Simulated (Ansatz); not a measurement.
## Geometry relaxation, with input and output: Ta$_{6}$HN$_{6}$ (part 3 of 3)

The same run, continued: Ta$_{6}$HN$_{6}$ (slab, 13 atoms in the cell); DFT PBEsol, scalar-relativistic, plane waves, PAW, no spin polarisation (Ansatz 0.2.0); cutoff 420 eV, 10×6×1 k-mesh, Gaussian smearing of 0.1 eV. The structure derives from an entry of the Crystallography Open Database. The input holds or restrains some coordinates. Forces given for the steps count only the free coordinates. It belongs to a series of runs on one base structure; here: H put at a top N site.

Geometry of the input (Å; fractional positions):
```
2.8960  0.0000  0.0000
0.0000  5.1789  0.0000
0.0000  0.0000  27.0137
N  0.0000  0.3033  0.3147
Ta 0.5000  0.0000  0.3246
Ta 0.0000  0.5000  0.3800
N  0.0000  0.8934  0.3800
Ta 0.5000  0.0000  0.4353
N  0.0000  0.3033  0.4453
N  0.0000  0.8120  0.4828
Ta 0.5000  0.5008  0.4896
Ta 0.0000  -0.0045  0.5502
N  0.0000  0.3849  0.5436
Ta 0.5000  0.5315  0.5955
N  0.0000  0.7658  0.6132
H  0.0000  0.7658  0.6509
```

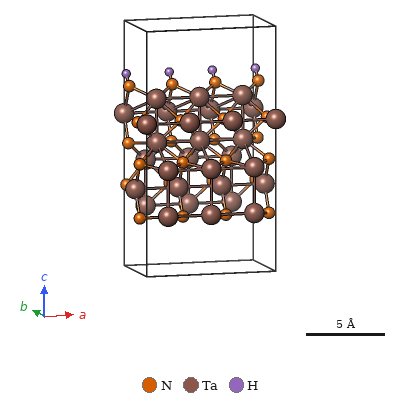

Fig. 1: The geometry at step 5 of the log (ball-and-stick view of the 3 × 1 repeat of the cell, with the vacuum cut short, seen slightly off an axis).

Output, continued
```
  k-point 23: bands = ["-65.0323", "-64.9445", "-64.7576", "-64.5321", "-64.4383", "-64.2973", "-32.1902", "-32.1409", "-31.7760", "-31.7434", "-31.7139", "-31.6851", "-31.4994", "-31.4731", "-31.3105", "-31.2788", "-31.2216", "-31.1839", "-31.1619", "-31.0738", "-31.0016", "-30.9639", "-30.9128", "-30.8629", "-12.4305", "-12.1367", "-11.8246", "-11.5981", "-11.5293", "-9.6364", "-4.2762", "-4.2006", "-4.0668", "-3.3002", "-3.2341", "-3.1578", "-3.0462", "-2.9896", "-2.8844", "-1.6660", "-1.3415", "-1.2795", "-0.8572", "-0.6843", "-0.5603", "0.3275", "0.7216", "1.3569", "1.4855", "2.0318", "2.0859", "2.7437", "2.9942", "3.3544", "3.6249", "3.9596", "5.0720", "5.5341", "6.0075", "6.2181", "6.3962", "6.5328", "7.2996", "7.3963", "7.4144", "7.6773", "7.9070", "8.0625"]
--- Relaxed structure (9 steps of the walk, 8 accepted, 0 SCFs on fresh bases) ---
  F+E_penalty+E_count = -61134.77009186 eV   max|allowed force component| = 1.015e-2 eV/Å
  atoms:
    - { symbol: N, position: [0.0, 0.30331452919999996, 0.3146554477] }
    - { symbol: Ta, position: [0.5, 0.0, 0.3246234842] }
    - { symbol: Ta, position: [0.0, 0.4999999999999999, 0.3799667753] }
    - { symbol: N, position: [0.0, 0.8933709414999997, 0.3799667753] }
    - { symbol: Ta, position: [0.5, 0.0, 0.4353100663999999] }
    - { symbol: N, position: [0.0, 0.30331452919999996, 0.445278103] }
    - { symbol: N, position: [0.0, 0.8102779267045891, 0.4827143236187167] }
    - { symbol: Ta, position: [0.5, 0.49914045839007093, 0.4900803763604161] }
    - { symbol: Ta, position: [0.0, -0.0035148519629951283, 0.5492365269011922] }
    - { symbol: N, position: [0.0, 0.38864673702478825, 0.5441935751159507] }
    - { symbol: Ta, position: [0.5, 0.5250658017260744, 0.5956584159195568] }
    - { symbol: N, position: [0.0, 0.7750128022743406, 0.6203388500790561] }
    - { symbol: H, position: [0.0, 0.9257515374194237, 0.6452812258319258] }
```

Trajectory as extended XYZ (Å, eV, eV/Å), 9 frames, from step=1 to step=9
```
13
Lattice="2.8960 0.0000 0.0000 0.0000 5.1789 0.0000 0.0000 0.0000 27.0137" Properties=species:S:1:pos:R:3:forces:R:3 step=1 energy=-61133.89633
N     0.0000    1.5708    8.5000    0.0000  -2.3176   1.2803
Ta    1.4480    0.0000    8.7693    0.0000   3.6090   1.0008
Ta    0.0000    2.5895   10.2643    0.0000  -0.6585  -1.8911
N     0.0000    4.6267   10.2643    0.0000  -0.4468  -0.2546
Ta    1.4480    0.0000   11.7593    0.0000  -0.0643   0.1709
N     0.0000    1.5708   12.0286    0.0000  -0.0453  -0.3035
N     0.0000    4.2055   13.0427    0.0000  -0.1799   0.0649
Ta    1.4480    2.5934   13.2256    0.0000  -0.0042  -0.0930
Ta    0.0000   -0.0231   14.8626    0.0000   0.9693  -0.5462
N     0.0000    1.9933   14.6859    0.0000   0.2375   0.1365
Ta    1.4480    2.7526   16.0854    0.0000  -4.0726  -1.9898
N     0.0000    3.9659   16.5635    0.0000   2.1028   1.5184
H     0.0000    3.9659   17.5835    0.0000   0.8708   0.9064
13
Lattice="2.8960 0.0000 0.0000 0.0000 5.1789 0.0000 0.0000 0.0000 27.0137" Properties=species:S:1:pos:R:3:forces:R:3 step=2 energy=-61134.44405
N     0.0000    1.5708    8.5000    0.0000  -2.3331   1.2625
Ta    1.4480    0.0000    8.7693    0.0000   3.6474   0.9778
Ta    0.0000    2.5895   10.2643    0.0000  -0.6709  -1.8575
N     0.0000    4.6267   10.2643    0.0000  -0.4438  -0.2536
Ta    1.4480    0.0000   11.7593    0.0000  -0.1329   0.1650
N     0.0000    1.5708   12.0286    0.0000  -0.0729  -0.4856
N     0.0000    4.2036   13.0499    0.0000   0.0238  -0.0538
Ta    1.4480    2.5958   13.2131    0.0000   0.0519   0.3099
Ta    0.0000   -0.0055   14.8652    0.0000  -0.4321   0.3041
N     0.0000    1.9937   14.6655    0.0000   0.3958   0.2060
Ta    1.4480    2.6198   16.0960    0.0000  -0.7685  -1.0738
N     0.0000    3.9724   16.6259    0.0000   0.1214   1.1963
H     0.0000    4.1433   17.6607    0.0000   0.6131  -0.6959
13
Lattice="2.8960 0.0000 0.0000 0.0000 5.1789 0.0000 0.0000 0.0000 27.0137" Properties=species:S:1:pos:R:3:forces:R:3 step=3 energy=-61134.58508
N     0.0000    1.5708    8.5000    0.0000  -2.3306   1.2581
Ta    1.4480    0.0000    8.7693    0.0000   3.6682   0.9753
Ta    0.0000    2.5895   10.2643    0.0000  -0.7118  -1.7886
N     0.0000    4.6267   10.2643    0.0000  -0.4571  -0.2461
Ta    1.4480    0.0000   11.7593    0.0000  -0.1825   0.2232
N     0.0000    1.5708   12.0286    0.0000  -0.0819  -0.4762
N     0.0000    4.1982   13.0542    0.0000   0.0784   0.0073
Ta    1.4480    2.5907   13.2280    0.0000  -0.0416  -0.0610
Ta    0.0000   -0.0510   14.8949    0.0000  -0.3700   0.0843
N     0.0000    1.9627   14.6599    0.0000   0.1924  -0.1603
Ta    1.4480    2.5514   16.0617    0.0000   0.5148   0.2925
N     0.0000    3.9432   16.6651    0.0000  -0.0724   1.4909
H     0.0000    4.3382   17.6628    0.0000  -0.2058  -1.5992
13
Lattice="2.8960 0.0000 0.0000 0.0000 5.1789 0.0000 0.0000 0.0000 27.0137" Properties=species:S:1:pos:R:3:forces:R:3 step=4 energy=-61134.66222
N     0.0000    1.5708    8.5000    0.0000  -2.3273   1.2599
Ta    1.4480    0.0000    8.7693    0.0000   3.6609   0.9839
Ta    0.0000    2.5895   10.2643    0.0000  -0.7098  -1.7985
N     0.0000    4.6267   10.2643    0.0000  -0.4538  -0.2431
Ta    1.4480    0.0000   11.7593    0.0000  -0.1707   0.2515
N     0.0000    1.5708   12.0286    0.0000  -0.0750  -0.4272
N     0.0000    4.2003   13.0567    0.0000   0.0417   0.0397
Ta    1.4480    2.5892   13.2298    0.0000  -0.0370   0.1808
Ta    0.0000   -0.0564   14.8999    0.0000  -0.0483  -0.1749
N     0.0000    1.9734   14.6739    0.0000   0.0576  -0.0362
Ta    1.4480    2.5752   16.0922    0.0000   0.3607  -0.0479
N     0.0000    3.9553   16.6858    0.0000   0.2403   1.3649
H     0.0000    4.5188   17.5950    0.0000  -0.5411  -1.3496
13
Lattice="2.8960 0.0000 0.0000 0.0000 5.1789 0.0000 0.0000 0.0000 27.0137" Properties=species:S:1:pos:R:3:forces:R:3 step=5 energy=-61134.71260
N     0.0000    1.5708    8.5000    0.0000  -2.2899   1.2895
Ta    1.4480    0.0000    8.7693    0.0000   3.6530   0.9772
Ta    0.0000    2.5895   10.2643    0.0000  -0.7095  -1.8614
N     0.0000    4.6267   10.2643    0.0000  -0.4644  -0.2735
Ta    1.4480    0.0000   11.7593    0.0000  -0.0985   0.1976
N     0.0000    1.5708   12.0286    0.0000  -0.0345  -0.3383
N     0.0000    4.2004   13.0366    0.0000   0.0181   0.1506
Ta    1.4480    2.5869   13.2382    0.0000   0.1175  -0.0960
Ta    0.0000   -0.0034   14.8449    0.0000  -0.2234   0.0663
N     0.0000    2.0391   14.7019    0.0000  -0.3481  -0.2326
Ta    1.4480    2.6971   16.0784    0.0000   0.6082   0.5174
N     0.0000    3.9990   16.7846    0.0000  -1.5064  -1.6330
H     0.0000    4.6896   17.4910    0.0000   1.2780   1.2358
13
Lattice="2.8960 0.0000 0.0000 0.0000 5.1789 0.0000 0.0000 0.0000 27.0137" Properties=species:S:1:pos:R:3:forces:R:3 step=6 energy=-61134.76621
N     0.0000    1.5708    8.5000    0.0000  -2.2833   1.2963
Ta    1.4480    0.0000    8.7693    0.0000   3.6428   0.9840
Ta    0.0000    2.5895   10.2643    0.0000  -0.7192  -1.8676
N     0.0000    4.6267   10.2643    0.0000  -0.4661  -0.2600
Ta    1.4480    0.0000   11.7593    0.0000  -0.1314   0.1840
N     0.0000    1.5708   12.0286    0.0000  -0.0692  -0.3262
N     0.0000    4.1913   13.0387    0.0000   0.0302  -0.0543
Ta    1.4480    2.5841   13.2401    0.0000  -0.0319  -0.0059
Ta    0.0000   -0.0214   14.8313    0.0000   0.0943   0.0676
N     0.0000    2.0116   14.7055    0.0000  -0.0233  -0.0765
Ta    1.4480    2.7242   16.0889    0.0000  -0.1682  -0.0783
N     0.0000    4.0226   16.7417    0.0000  -0.0030   0.1144
H     0.0000    4.7555   17.4611    0.0000   0.1265   0.0236
13
Lattice="2.8960 0.0000 0.0000 0.0000 5.1789 0.0000 0.0000 0.0000 27.0137" Properties=species:S:1:pos:R:3:forces:R:3 step=7 energy=-61134.76929
N     0.0000    1.5708    8.5000    0.0000  -2.2834   1.2941
Ta    1.4480    0.0000    8.7693    0.0000   3.6430   0.9865
Ta    0.0000    2.5895   10.2643    0.0000  -0.7168  -1.8688
N     0.0000    4.6267   10.2643    0.0000  -0.4664  -0.2628
Ta    1.4480    0.0000   11.7593    0.0000  -0.0991   0.1908
N     0.0000    1.5708   12.0286    0.0000  -0.0571  -0.3433
N     0.0000    4.1964   13.0409    0.0000   0.0021  -0.0448
Ta    1.4480    2.5860   13.2379    0.0000  -0.0181   0.0205
Ta    0.0000   -0.0172   14.8349    0.0000   0.0280   0.0077
N     0.0000    2.0125   14.7016    0.0000   0.0403  -0.0123
Ta    1.4480    2.7302   16.0888    0.0000  -0.0307   0.0535
N     0.0000    4.0236   16.7606    0.0000   0.0078  -0.0095
H     0.0000    4.8137   17.4251    0.0000  -0.0501  -0.0108
13
Lattice="2.8960 0.0000 0.0000 0.0000 5.1789 0.0000 0.0000 0.0000 27.0137" Properties=species:S:1:pos:R:3:forces:R:3 step=8 energy=-61134.76881 accepted=F
N     0.0000    1.5708    8.5000    0.0000  -2.2819   1.2923
Ta    1.4480    0.0000    8.7693    0.0000   3.6445   0.9934
Ta    0.0000    2.5895   10.2643    0.0000  -0.7293  -1.8633
N     0.0000    4.6267   10.2643    0.0000  -0.4626  -0.2590
Ta    1.4480    0.0000   11.7593    0.0000  -0.1131   0.1787
N     0.0000    1.5708   12.0286    0.0000  -0.0491  -0.3286
N     0.0000    4.1958   13.0382    0.0000  -0.0240   0.0699
Ta    1.4480    2.5832   13.2421    0.0000  -0.0095  -0.0376
Ta    0.0000   -0.0288   14.8418    0.0000  -0.0358   0.0081
N     0.0000    2.0035   14.6984    0.0000   0.0017   0.0929
Ta    1.4480    2.6932   16.1012    0.0000   0.0676  -0.1308
N     0.0000    3.9906   16.7620    0.0000  -0.0077  -0.0097
H     0.0000    4.7729   17.4340    0.0000  -0.0008  -0.0064
13
Lattice="2.8960 0.0000 0.0000 0.0000 5.1789 0.0000 0.0000 0.0000 27.0137" Properties=species:S:1:pos:R:3:forces:R:3 step=9 energy=-61134.77009
N     0.0000    1.5708    8.5000    0.0000  -2.2839   1.2931
Ta    1.4480    0.0000    8.7693    0.0000   3.6440   0.9881
Ta    0.0000    2.5895   10.2643    0.0000  -0.7192  -1.8677
N     0.0000    4.6267   10.2643    0.0000  -0.4646  -0.2624
Ta    1.4480    0.0000   11.7593    0.0000  -0.1065   0.1881
N     0.0000    1.5708   12.0286    0.0000  -0.0561  -0.3405
N     0.0000    4.1964   13.0399    0.0000  -0.0009  -0.0036
Ta    1.4480    2.5850   13.2389    0.0000   0.0066  -0.0040
Ta    0.0000   -0.0182   14.8369    0.0000  -0.0089  -0.0030
N     0.0000    2.0128   14.7007    0.0000   0.0032   0.0021
Ta    1.4480    2.7193   16.0909    0.0000  -0.0101   0.0058
N     0.0000    4.0137   16.7576    0.0000   0.0058   0.0055
H     0.0000    4.7944   17.4314    0.0000  -0.0093  -0.0015
```

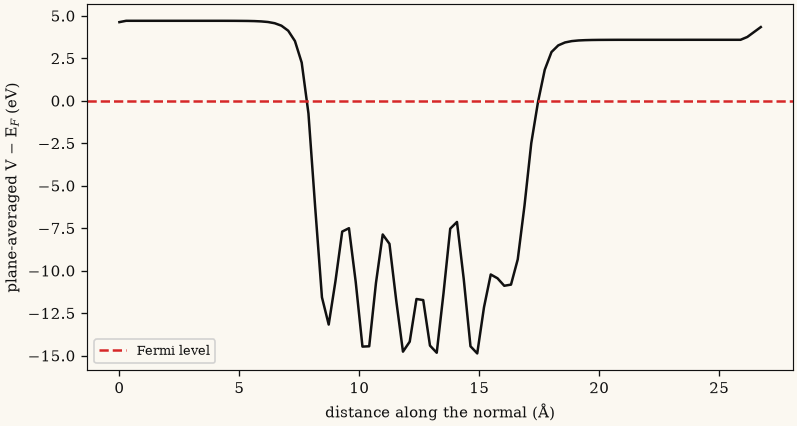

Fig. 2: Plane average of the electrostatic potential energy of an electron across the cell, from the Fermi level. The vacuum level lies 3.59 eV above the Fermi level on the upper side and 4.71 eV on the lower.

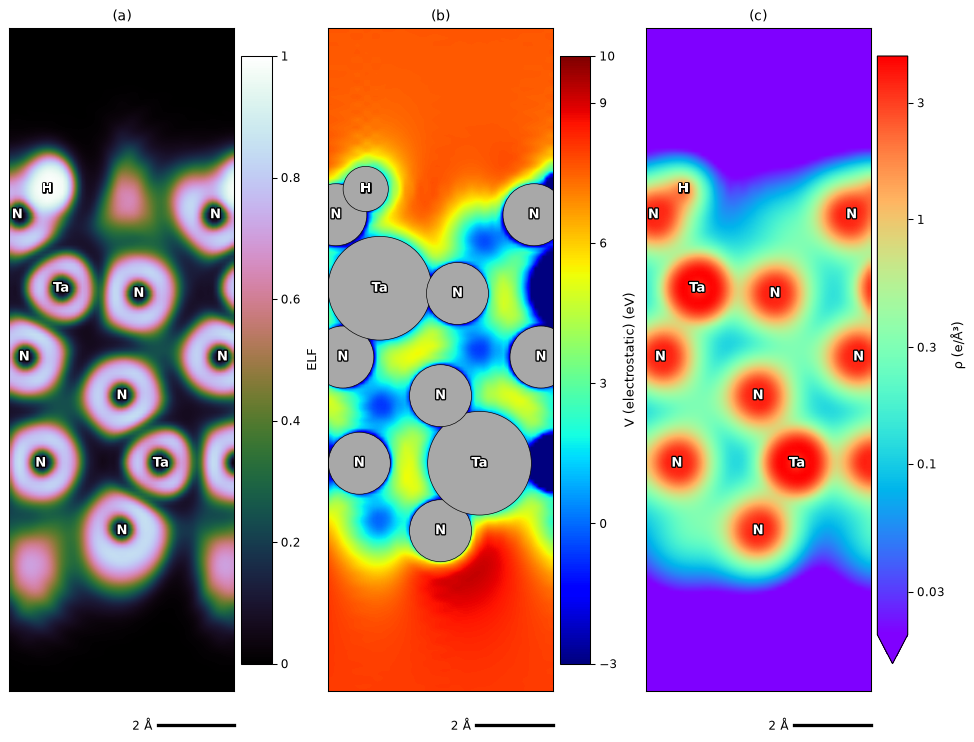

Fig. 3: (a) electron localisation function; (b) electrostatic potential energy of an electron; (c) valence electron density on the (100) plane of the calculation cell, a cut from vacuum to vacuum. Grey discs, where drawn, cover atomic cores. Atoms in the plane: N, Ta and H. Ta–N (2.04 Å): ρ is about 0.89 e/Å³ halfway; the ELF peaks at about 0.85 in the valence shell of N, 0.6 Å from its nucleus, and drops to about 0.30 between the two atoms. Ta–N (2.24 Å): the density is about 0.54 e/Å³ at the midpoint; the ELF is about 0.25 at the midpoint (no shared pair; the contact is polar). The density dies away to nearly zero in the vacuum. The strong features right at Ta lie inside the PAW spheres (semicore, d or f shells) and say nothing about bonding. In a PAW calculation such maps are meaningful between the atoms, not at the nuclei.

Summary

| quantity | value |
| --- | --- |
| outcome | converged under the restraints of the input |
| electrons treated | 109 |
| free energy | −61134.7701 eV |
| work function, top face | 3.59 eV |
| work function, bottom face | 4.71 eV |
| Fermi energy | 3.673 eV |
| gap on the k-point mesh | none (metallic) |
| final volume | 405.15 Å³ |
| work function (upper face) | 3.59 eV |
| largest force (length of the vector) at the end, held atoms and coordinates included | 3.776 eV/Å |
| hardware | 2 threads of Intel Xeon (Granite Rapids), 192 GiB of memory available, shared host |
| wall time | 3 min (CPU time 5.9 min) |
| peak memory | 0.97 GiB |

Notes

The program warns: the exchange-correlation potential is rough where the density is thin. Spin–orbit coupling is left out, which matters for Ta. The cell holds an odd number of electrons but the run has no spin polarisation, so a band is left half filled.
